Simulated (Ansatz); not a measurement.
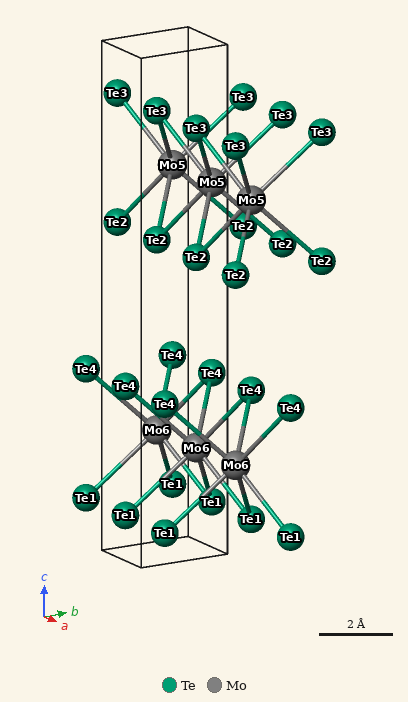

**Figure 1.** The structure (ball-and-stick view of the cell of the calculation, repeated 3 × 1 × 1, seen slightly off an axis; bonded neighbours outside the cell are drawn too; atoms are numbered from 1 in the order of the input). An atom can appear more than once, as a periodic image. Near neighbours in the periodic cell (some may lie outside the picture): Te has 3 Mo at 2.72 Å; Mo has 6 Te at 2.72 Å.

**Two runs on MoTe2**

System: MoTe2 (P6₃/mmc, 6 atoms in the cell).
Method of run A: DFT, r2SCAN, plane waves, PAW, no spin polarisation (Ansatz 0.2.0).

The structure derives from a Materials Project entry. The geometry comes from this level: r2scan-rvv10. Text and figures count atoms from 1; the logs count them from 0 in places.

**Input, run A**
```yaml
crystal:
  lattice:
    - [3.5421312184, 0.0, 0.0]
    - [-1.7710656092, 3.0675756187, 0.0]
    - [0.0, 0.0, 14.1762746771]
  atoms:
    - { symbol: Te, position: [0.3333333333, 0.6666666667, 0.1233989677] }
    - { symbol: Te, position: [0.6666666667, 0.3333333333, 0.6234238173] }
    - { symbol: Te, position: [0.6666666667, 0.3333333333, 0.8766010323] }
    - { symbol: Te, position: [0.3333333333, 0.6666666667, 0.3765761827] }
    - { symbol: Mo, position: [0.3333333333, 0.6666666667, 0.7500123839] }
    - { symbol: Mo, position: [0.6666666667, 0.3333333333, 0.2499876161] }
kpoints:
  mp_grid: { grid: [12, 12, 2] }
  band_path:
    path:
      - [0.0, 0.0, 0.0]
      - [0.5, 0.0, 0.0]
      - [0.3333333333, 0.3333333333, 0.0]
      - [0.0, 0.0, 0.5]
      - [0.5, 0.0, 0.5]
      - [0.3333333333, 0.3333333333, 0.5]
      - [0.195312, 0.197917, 0.0]
    npoints: 1
hamiltonian:
  xc: r2scan
scf:
  occupations: { method: fixed }
  n_extra_bands: 5
output:
  forces: true
  stress: true
  eigenvalues: true
```

Command:
```bash
ansatz run input.yaml --threads 2 --pin off --max-ram 3686MiB --backend cpu --events-out ev --progress --plain --runs-dir out
```

Hardware: 2 threads of Intel Xeon @ 2.90GHz (Ice Lake), 192 GiB of memory available, shared host.

**Output, shortened to warnings, some set-up lines, iterations and results (run A)**
```
Basis set: ecut = 500 eV, 3939 PW (Γ), exchange–correlation on 108×108×432 points (64 copies of the dense FFT grid, shifted against one another)
Symmetry: 12 space group operations
k-points: 38 of 288
Initial density: superposition of atomic densities (neutral atoms: chi_scale 0, normalization atom), corrected by the library's trained network
[...]
SCF iter   1: F=—  HF=-37916.211561 eV  |F-HF|=—  |Δ(HF+E_count)|=         —  Δρ=8.30e-3  dr2=1.97e-1  dr2_τ=3.91e-2  ethr=1.77e-3  ⟨swp⟩=5.1  Hψ=6309  notcnv=0  defer=77
SCF iter   2: F=—  HF=-37916.268015 eV  |F-HF|=—  |Δ(HF+E_count)|=   5.65e-2  Δρ=4.07e-3  dr2=2.27e-2  dr2_τ=9.33e-3  ethr=2.14e-4  ⟨swp⟩=2.8  Hψ=3095  notcnv=0  defer=110
SCF iter   3: F=—  HF=-37916.271383 eV  |F-HF|=—  |Δ(HF+E_count)|=   3.37e-3  Δρ=2.48e-3  dr2=4.04e-3  dr2_τ=2.48e-4  ethr=2.47e-5  ⟨swp⟩=2.2  Hψ=2430  notcnv=0  defer=112
SCF iter   4: F=—  HF=-37916.276061 eV  |F-HF|=—  |Δ(HF+E_count)|=   4.68e-3  Δρ=3.42e-4  dr2=1.34e-4  dr2_τ=7.46e-6  ethr=4.39e-6  ⟨swp⟩=2.3  Hψ=2906  notcnv=0  defer=112
SCF iter   5: F=—  HF=-37916.276156 eV  |F-HF|=—  |Δ(HF+E_count)|=   9.46e-5  Δρ=7.42e-5  dr2=1.06e-5  dr2_τ=2.28e-7  ethr=1.45e-7  ⟨swp⟩=3.0  Hψ=3798  notcnv=0  defer=111
SCF iter   6: F=—  HF=-37916.276256 eV  |F-HF|=—  |Δ(HF+E_count)|=   1.00e-4  Δρ=1.85e-5  dr2=7.90e-7  dr2_τ=1.77e-8  ethr=1.15e-8  ⟨swp⟩=2.0  Hψ=2588  notcnv=0  defer=88
SCF iter   7: F=-37916.276257 eV  HF=-37916.276257 eV  |F-HF|=1.89e-8  |Δ(HF+E_count)|=   7.40e-7  Δρ=4.55e-6  dr2=3.67e-8  dr2_τ=1.81e-9  ethr=1.09e-10  ⟨swp⟩=11.2  Hψ=9498  …
SCF 1 converged in 7 iterations: F = -37916.276257 eV  dr2 = 3.67e-8
NSCF: frozen V_eff on 7 k-points
SCF converged after 7 iterations
Free energy (F): -37916.276257 eV
Harris-Foulkes:  -37916.276257 eV  (|F-HF|=1.89e-8)
Internal energy: -37916.276257 eV  (E = F + TS)
E sigma→0 (E₀):  -37916.276257 eV
Fermi energy:    11.886412 eV
--- Per-component energies (eV) ---
  E_band       = -1262.252930
  E_kinetic    = 1605.501137
  E_local      = -7738.011758  (includes V_loc(G=0)·N_el)
  E_nonlocal   = -953.587821
  E_hartree    = 4290.340859
  E_xc         = -818.720591
  E_vxc        = -960.081512  (∫ρ·V_xc dr)
  E_paw        = -25182.348591  (= ΣΔE_a)
  E_vpaw       = -1857.748889  (= ΣTr[D̂ρ^β])
  E_aug_tail   = -0.000156  (compensation charges beyond the density's cutoff)
  E_vtau       = 60.986775  (kinetic-family band-sum trace: ∫τ·v_τ [+ j·A + Jᵃ·Aᵃ] dr)
  E_ewald      = -9120.146350
  E_core_change = 0.697015  (= ΣΔE_core)
  E_smearing   = -0.000000  (= −TS)
  E_closure    = 0.000000  (closes the sum)
  Σ components = -37916.276257   (vs F -37916.276257, Δ=0.00e0)
--- Forces (eV/Å), atoms counted from 1 ---
  atom   1  Te     0.00000000     0.00000000     0.03392345
  atom   2  Te    -0.00000000    -0.00000000     0.03366158
  atom   3  Te     0.00000000    -0.00000000    -0.03392345
  atom   4  Te    -0.00000000     0.00000000    -0.03366158
  atom   5  Mo     0.00000000     0.00000000    -0.00005317
  atom   6  Mo     0.00000000    -0.00000000     0.00005317
  max |Σ_I F_I| component: 1.39e-17 eV/Å
--- Stress (GPa, compression-positive) ---
        1.201074       0.000000       0.000000
        0.000000       1.201074       0.000000
        0.000000       0.000000       1.093644
  P = ⅓ Tr σ = 1.1653 GPa (11.653 kbar)
```

For run B the input was changed thus:
```diff
-  xc: r2scan
+  xc: pbe
```

Predict how the results change.

The total energies belong to different methods, so their difference says nothing on which is more stable or more accurate. The gap on the mesh goes from 0.93 to 0.82 eV. The pressure goes from 1.17 to 1.91 GPa. The largest force goes from 0.034 to 0.198 eV/Å. The functional changes from r2SCAN to PBE. The number of SCF iterations is the same. The default cutoff goes from 500 to 420 eV with the change. The plane waves at Γ go from 3939 to 2981. On the same kind of shared host run B took about 0.52 times as long.

**Output, shortened to warnings, some set-up lines, iterations and results (run B)**
```
Basis set: ecut = 420 eV, 2981 PW (Γ), exchange–correlation on 48×48×192 points (8 copies of the dense FFT grid, shifted against one another)
Symmetry: 12 space group operations
k-points: 38 of 288
Initial density: superposition of atomic densities (neutral atoms: chi_scale 0, normalization atom), corrected by the library's trained network
[...]
SCF iter   1: F=—  HF=-37833.424789 eV  |F-HF|=—  |Δ(HF+E_count)|=         —  Δρ=4.13e-3  dr2=7.67e-3  ethr=1.77e-3  ⟨swp⟩=5.1  Hψ=6254  notcnv=0  defer=78
SCF iter   2: F=—  HF=-37833.433133 eV  |F-HF|=—  |Δ(HF+E_count)|=   8.34e-3  Δρ=2.43e-3  dr2=2.80e-3  ethr=8.34e-6  ⟨swp⟩=2.4  Hψ=3143  notcnv=0  defer=112
SCF iter   3: F=—  HF=-37833.437462 eV  |F-HF|=—  |Δ(HF+E_count)|=   4.33e-3  Δρ=2.32e-4  dr2=1.78e-4  ethr=3.04e-6  ⟨swp⟩=2.0  Hψ=2663  notcnv=0  defer=112
SCF iter   4: F=—  HF=-37833.437490 eV  |F-HF|=—  |Δ(HF+E_count)|=   2.77e-5  Δρ=1.34e-4  dr2=4.11e-5  ethr=1.94e-7  ⟨swp⟩=2.0  Hψ=2422  notcnv=0  defer=104
SCF iter   5: F=—  HF=-37833.437517 eV  |F-HF|=—  |Δ(HF+E_count)|=   2.68e-5  Δρ=5.62e-5  dr2=6.03e-6  ethr=4.47e-8  ⟨swp⟩=2.0  Hψ=2415  notcnv=0  defer=62
SCF iter   6: F=—  HF=-37833.437528 eV  |F-HF|=—  |Δ(HF+E_count)|=   1.15e-5  Δρ=2.04e-5  dr2=8.69e-7  ethr=6.56e-9  ⟨swp⟩=2.0  Hψ=2562  notcnv=0  defer=70
SCF iter   7: F=-37833.437530 eV  HF=-37833.437530 eV  |F-HF|=5.18e-8  |Δ(HF+E_count)|=   1.64e-6  Δρ=6.23e-6  dr2=8.98e-8  ethr=1.09e-10  ⟨swp⟩=9.5  Hψ=9421  notcnv=0
SCF 1 converged in 7 iterations: F = -37833.437530 eV  dr2 = 8.98e-8
NSCF: frozen V_eff on 7 k-points
SCF converged after 7 iterations
Free energy (F): -37833.437530 eV
Harris-Foulkes:  -37833.437530 eV  (|F-HF|=5.18e-8)
Internal energy: -37833.437530 eV  (E = F + TS)
E sigma→0 (E₀):  -37833.437530 eV
Fermi energy:    11.983112 eV
--- Per-component energies (eV) ---
  E_band       = -1186.575131
  E_kinetic    = 1608.314267
  E_local      = -7743.834659  (includes V_loc(G=0)·N_el)
  E_nonlocal   = -952.651363
  E_hartree    = 4294.220487
  E_xc         = -865.411490
  E_vxc        = -876.443175  (∫ρ·V_xc dr)
  E_paw        = -25053.927843  (= ΣΔE_a)
  E_vpaw       = -1810.402511  (= ΣTr[D̂ρ^β])
  E_aug_tail   = -0.000580  (compensation charges beyond the density's cutoff)
  E_ewald      = -9120.146350
  E_smearing   = -0.000000  (= −TS)
  E_closure    = -0.000000  (closes the sum)
  Σ components = -37833.437530   (vs F -37833.437530, Δ=0.00e0)
--- Forces (eV/Å), atoms counted from 1 ---
  atom   1  Te    -0.00000000     0.00000000    -0.19825980
  atom   2  Te    -0.00000000    -0.00000000    -0.19843762
  atom   3  Te     0.00000000    -0.00000000     0.19825980
  atom   4  Te     0.00000000     0.00000000     0.19843762
  atom   5  Mo    -0.00000000     0.00000000    -0.00004923
  atom   6  Mo     0.00000000    -0.00000000     0.00004923
  max |Σ_I F_I| component: 2.78e-17 eV/Å
--- Stress (GPa, compression-positive) ---
        1.499779       0.000000       0.000000
        0.000000       1.499779       0.000000
        0.000000       0.000000       2.738884
  P = ⅓ Tr σ = 1.9128 GPa (19.128 kbar)
```

**The two runs side by side**

```csv
quantity,run A,run B
outcome,converged,converged
free energy per atom (eV),−6319.3794,−6305.5729
gap on the mesh (eV),0.93,0.82
pressure (GPa),1.17,1.91
largest force (eV/Å),0.034,0.198
SCF iterations,7,7
irreducible k-points,38,38
plane waves at Γ,3939,2981
wall time (shared host),17 s,9.1 s
```
